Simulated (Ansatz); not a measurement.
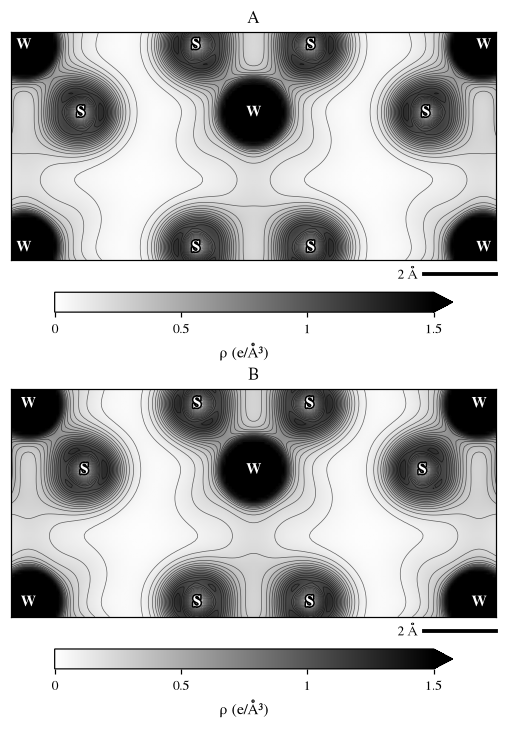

WS2. The valence electron density of two cells that differ in size, on the (110) plane of each (indices in the axes of the calculation cell), at one length scale and on one colour scale: A has 19.0 Å³ an atom and B 17.9.

Computed with Kohn-Sham DFT of a periodic cell, PBE with D3(BJ), Ansatz PAW (Ansatz).

What does the compression do to the bonding and the properties?

From the larger cell to the smaller, W–S goes from 2.44 to 2.39 Å, and the density at its midpoint from 0.59 to 0.64 e/Å³; the pressure goes from −7 to 1.8 GPa.
